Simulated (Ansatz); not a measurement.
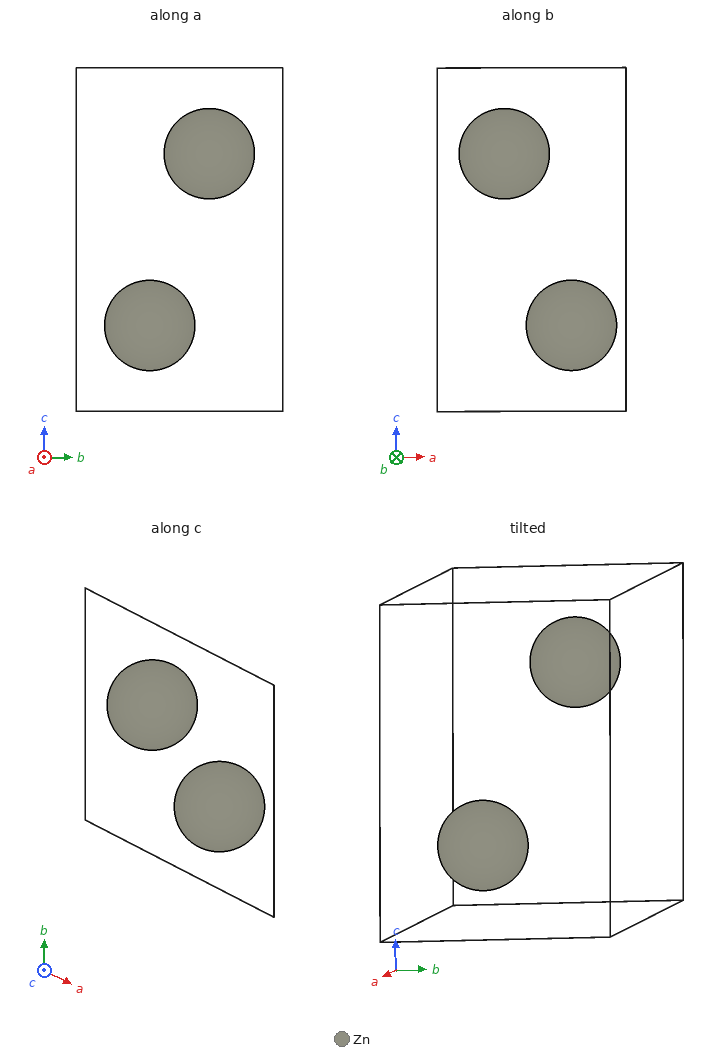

Spheres-only representation of a periodic structure, projected along the a axis, along the b axis, along the c axis and slightly off an axis. The wireframe shows the unit cell.

Lattice parameters: a = 2.816 Å, b = 3.075 Å, c = 4.553 Å, α = 90.08°, β = 89.82°, γ = 117.25°. Put a along x and b in the xy plane.

> Reconstruct the structure as a POSCAR file, with free fractional coordinates to two decimals.

```
Zn
1.0
     2.816    0.000    0.000
    -1.408    2.733    0.000
     0.014    0.000    4.553
Zn
2
Direct
  0.36 0.64 0.75
  0.71 0.36 0.25
```

The model was built from a structure type filled with this element by a generator (whether the element takes this form wasn't checked). Earlier steps of the study may have refined or changed the cell and positions. It was the input of a calculation with Ansatz.

At this level of theory the cell isn't at rest (stretched, at -5 GPa), so its distances can differ from those at equilibrium, the more so the softer the solid.
